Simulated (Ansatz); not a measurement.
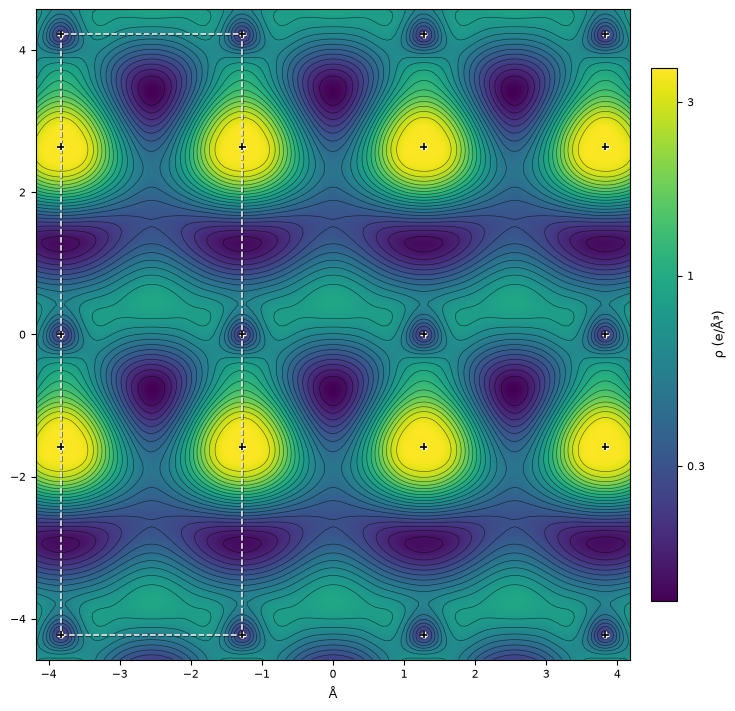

The valence pseudo-density on a plane through atoms (crosses mark nuclei in the plane).

Level of theory: DFT PBE, scalar-relativistic, plane waves, PAW in Ansatz.

Candidates:
A. BN, a = 2.55 Å, b = 2.55 Å, c = 8.45 Å, α = 90.00°, β = 90.00°, γ = 120.00°. Space group P6₃mc; a structure from a database of computed crystals, not necessarily the ambient phase.
B. Ga3Sb, a = 4.57 Å, b = 4.57 Å, c = 8.44 Å, α = 90.00°, β = 90.00°, γ = 90.00°. Space group I4/mmm; a structure from a database of computed crystals, not necessarily the ambient phase.

Which system is this?

Candidate A: BN on the (100) plane of the calculation cell, which holds B and N. B–N (1.58 Å): ρ at the midpoint is about 1.4 e/Å³.
